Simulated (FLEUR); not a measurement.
**Energy of SnO2 along an even scaling of the cell**

System: SnO2 (P4₂/mnm, 6 atoms in the cell).
Method: Kohn-Sham DFT of a periodic cell, PBE, all-electron, no spin polarisation (FLEUR MaX-R8.1 (later development tree)).

The 7 runs differ only in the geometry, by an even scaling of the cell at fixed fractional positions. The structure derives from an entry of the Crystallography Open Database.

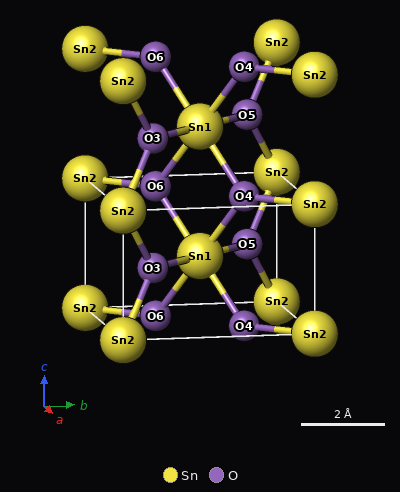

Figure 1. The structure of run 4 (ball-and-stick view of the cell of the calculation, repeated 1 × 1 × 2, seen slightly off an axis; atoms are numbered from 1 in the order of the input).

## Input of run 4
```
<?xml version="1.0" encoding="UTF-8" standalone="no"?>
<fleurInput fleurInputVersion="0.39">
   <comment>
      SnO2                                                                                                
   </comment>
   <calculationSetup>
      <cutoffs Kmax="4.93" Gmax="15.3" GmaxXC="15.3" numbands="0"/>
      <scfLoop itmax="60" minDistance="0.00001" maxIterBroyd="15" imix="Anderson" alpha="0.05" precondParam="0.0" spinf="2.0" sdNocoIR="T"/>
      <coreElectrons ctail="T" frcor="F" kcrel="0" coretail_lmax="0"/>
      <xcFunctional name="pbe" relativisticCorrections="F"/>
      <magnetism jspins="1"/>
      <soc l_soc="F" theta="0.0" phi="0.0" spav="F"/>
      <expertModes spex="0" secvar="F"/>
      <geometryOptimization l_f="T" forcealpha="1.0" forcemix="BFGS" epsdisp="0.0005" epsforce="0.0002"/>
      <ldaU l_linMix="F" mixParam="0.05" spinf="1.0"/>
   </calculationSetup>
   <cell>
      <bzIntegration valenceElectrons="68.0" mode="hist" fermiSmearingEnergy="0.00183747">
         <kPointListSelection listName="default-1"/>
         <!-- k-points included here -->
         <xi:include xmlns:xi="http://www.w3.org/2001/XInclude" href="kpts.xml"> </xi:include>
      </bzIntegration>
      <!-- symmetry operations included here -->
      <xi:include xmlns:xi="http://www.w3.org/2001/XInclude" href="sym.xml"> </xi:include>
      <bulkLattice scale="1.0">
         <bravaisMatrix>
            <row-1>    8.9535223783547995     0.0000000000000000     0.0000000000000000</row-1>
            <row-2>    0.0000000000000000     8.9535223783547995     0.0000000000000000</row-2>
            <row-3>    0.0000000000000000     0.0000000000000000     6.0216122960379002</row-3>
         </bravaisMatrix>
      </bulkLattice>
   </cell>
   <atomSpecies>
      <species name="Tin (Sn)" element="Sn" atomicNumber="50">
         <mtSphere radius="2.02" gridPoints="691" logIncrement="0.018"/>
         <atomicCutoffs lmax="8" lnonsphr="6"/>
         <electronConfig flipSpins="F">
            <coreConfig>(1s1/2) (2s1/2) (2p1/2) (2p3/2) (3s1/2) (3p1/2) (3p3/2) (3d3/2) (3d5/2)</coreConfig>
            <valenceConfig>(4s1/2) (4p1/2) (4p3/2) (5s1/2) (4d3/2) (4d5/2) (5p1/2) (5p3/2)</valenceConfig>
            <stateOccupation state="(5p1/2)" spinUp="0.333333" spinDown="0.333333"/>
            <stateOccupation state="(5p3/2)" spinUp="0.666667" spinDown="0.666667"/>
         </electronConfig>
         <energyParameters s="5" p="5" d="4" f="4"/>
         <lo type="SCLO" l="0" n="4" eDeriv="0"/>
         <lo type="SCLO" l="1" n="4" eDeriv="0"/>
         <lo type="SCLO" l="1" n="4" eDeriv="1"/>
         <lo type="SCLO" l="2" n="4" eDeriv="2"/>
         <lo type="SCLO" l="3" n="4" eDeriv="2"/>
      </species>
      <species name="Oxygen (O)" element="O" atomicNumber="8">
         <mtSphere radius="1.46" gridPoints="499" logIncrement="0.021"/>
         <atomicCutoffs lmax="8" lnonsphr="6"/>
         <electronConfig flipSpins="F">
            <coreConfig>(1s1/2)</coreConfig>
            <valenceConfig>(2s1/2) (2p1/2) (2p3/2)</valenceConfig>
            <stateOccupation state="(2p1/2)" spinUp="0.666667" spinDown="0.666667"/>
            <stateOccupation state="(2p3/2)" spinUp="1.333333" spinDown="1.333333"/>
         </electronConfig>
         <energyParameters s="2" p="2" d="3" f="4"/>
         <lo type="SCLO" l="0" n="2" eDeriv="2"/>
         <lo type="SCLO" l="1" n="2" eDeriv="2"/>
         <lo type="SCLO" l="2" n="3" eDeriv="2"/>
      </species>
   </atomSpecies>
   <atomGroups>
      <atomGroup species="Tin (Sn)">
         <relPos label="                   1">1.000/2.000 1.000/2.000 1.000/2.000</relPos>
         <relPos label="                   2">.0000000000 .0000000000 .0000000000</relPos>
         <force calculate="T" relaxXYZ="TTT"/>
      </atomGroup>
      <atomGroup species="Oxygen (O)">
         <relPos label="                   3">-.1929000000 .1929000000 1.000/2.000</relPos>
         <relPos label="                   4">-.3071000000 -.3071000000 .0000000000</relPos>
         <relPos label="                   5">.1929000000 -.1929000000 1.000/2.000</relPos>
         <relPos label="                   6">.3071000000 .3071000000 .0000000000</relPos>
         <force calculate="T" relaxXYZ="TTT"/>
      </atomGroup>
   </atomGroups>
   <output dos="F" band="F" slice="F">
      <checks vchk="F" cdinf="F"/>
      <bandDOS minEnergy="-.5*Htr" maxEnergy="0.5*Htr" sigma="0.015" storeEVData="T"/>
      <vacuumDOS vacdos="F" integ="F" star="F" nstars="0" locx1="0.0" locy1="0.0" locx2="0.0" locy2="0.0" nstm="0" tworkf="0.0"/>
      <unfoldingBand unfoldBand="F" supercellX="1" supercellY="1" supercellZ="1"/>
      <plotting iplot="0" polar="F">
         <plot TwoD="T" vec1="  1.0  0.0  0.0" vec2="  0.0  1.0  0.0" vec3="  0.0  0.0  1.0" zero="  0.0  0.0  0.0" file="plot"/>
      </plotting>
      <chargeDensitySlicing numkpt="0" minEigenval="0.0" maxEigenval="0.0" nnne="0" pallst="F"/>
      <specialOutput eonly="F"/>
      <moessbauerParams electricFieldGradient="T" isomerShift="T" coreHyperfine="T" valenceHyperfine="T"/>
      <magneticCircularDichroism mcd="F" energyLo="-10.0" energyUp="0.0"/>
   </output>
  <!-- We include the file relax.xml here to enable relaxations (see documentation) -->
  <xi:include xmlns:xi="http://www.w3.org/2001/XInclude" href="relax.xml"> <xi:fallback/> </xi:include>
</fleurInput>
```

Command:
```bash
inpgen -f crystal.txt -profile fastHighL; fleur_MPI
```

Lattice vectors (Å) and fractional positions of run 4:
```
   4.738000    0.000000    0.000000
   0.000000    4.738000    0.000000
   0.000000    0.000000    3.186500
Sn  0.500000  0.500000  0.500000
Sn  0.000000  0.000000  0.000000
O   0.807100  0.192900  0.500000
O   0.692900  0.692900  0.000000
O   0.192900  0.807100  0.500000
O   0.307100  0.307100  0.000000
```

Run 5 has the same physical settings and fractional positions; its lattice vectors (Å) are:
```
   4.769378    0.000000    0.000000
   0.000000    4.769378    0.000000
   0.000000    0.000000    3.207603
```

## Results, with one run withheld

| run | volume per atom (Å³) | free energy per atom, from the lowest run given (meV) | gap on the mesh (eV) |
| --- | --- | --- | --- |
| 1 | 11.207 | 105.99 | 2.03 |
| 2 | 11.445 | 69.50 | 1.77 |
| 3 | 11.684 | 41.71 | 1.52 |
| 4 | 11.922 | 21.46 | 1.28 |
| 5 | 12.161 | ? | ? |
| 6 | 12.399 | 1.33 | 0.84 |
| 7 | 12.637 | 0.00 | 0.63 |

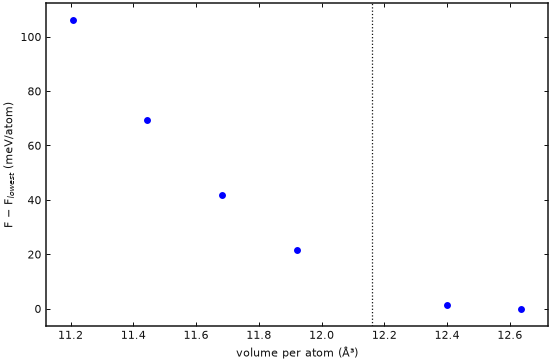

Figure 2. Free energy per atom of the runs given; the dotted line marks run 5.

Fit the runs given and predict run 5.

A cubic polynomial in V^(−2/3) (the Birch–Murnaghan form), fitted to the 6 runs given, misses them by at most 0.09 meV per atom. With x = V^(−2/3) − 0.19223 Å⁻², it reads F = 25.663 + 7084.4 x + 4.9053e+05 x² + 6.4448e+05 x³ (meV per atom). At run 5 it gives 8.27 meV per atom, and the run itself gives 8.43. The fit has its minimum at 12.577 Å³ per atom, where V d²F/dV² gives 184 GPa. Cell shape and fractional positions are held, so this is the stiffness under even scaling; the relaxed bulk modulus wasn't computed. The gap on the mesh goes, without turning, from 2.03 eV in run 1 to 0.63 eV in run 7; run 5 has 1.05 eV. These are gaps of this functional on this mesh, which can miss the band edges; they aren't the measured gap.

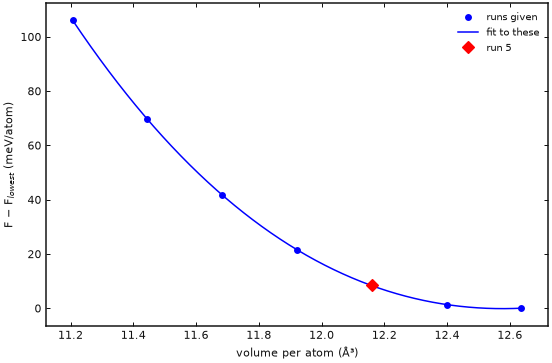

Figure 3. The fit and the withheld run.

## Output (run 5)
```
Welcome to FLEUR        (www.flapw.de)
      MaX-Release 8.1          (www.max-centre.eu)

 ========== k-point set info ==========
 Selected k-point list: default-1
 k-point list type: mesh
 6 x 6 x 8
 Number of k points: 50

 ------------Calculation Setup---------------------------
 Number of MPI-tasks      :            1
 Number of PE/node        :            1
 Number of OMP-threads    :            1
 Most efficient MPI parallelization for:
           1           2           5          10          25          50
 Additional eigenvalue parallelization possible
 Number of basis functions:         1226
 Approximate size of matrices (H+S) per k-point:         0.022 GB
 --------------------------------------------------------

 Iteration:     1   Distance:      27.01476503 me/bohr^3

 Iteration:     2   Distance:      23.22066663 me/bohr^3

 Iteration:     3   Distance:       8.28433279 me/bohr^3

 Iteration:     4   Distance:       4.85509844 me/bohr^3

 Iteration:     5   Distance:       1.75968839 me/bohr^3

 Iteration:     6   Distance:       0.48894251 me/bohr^3

 Iteration:     7   Distance:       0.31927263 me/bohr^3

 Iteration:     8   Distance:       0.03832540 me/bohr^3

 Iteration:     9   Distance:       0.03192736 me/bohr^3

 Iteration:    10   Distance:       0.00752991 me/bohr^3

 Iteration:    11   Distance:       0.00244048 me/bohr^3

 Iteration:    12   Distance:       0.00091490 me/bohr^3

 Iteration:    13   Distance:       0.00024154 me/bohr^3

 Iteration:    14   Distance:       0.00010028 me/bohr^3

 Iteration:    15   Distance:       0.00003411 me/bohr^3

 Iteration:    16   Distance:       0.00002973 me/bohr^3

 Iteration:    17   Distance:       0.00001555 me/bohr^3

 Iteration:    18   Distance:       0.00000223 me/bohr^3

 ********************************************************************
 Run finished successfully
 Stop message:
   all done
 ********************************************************************
```
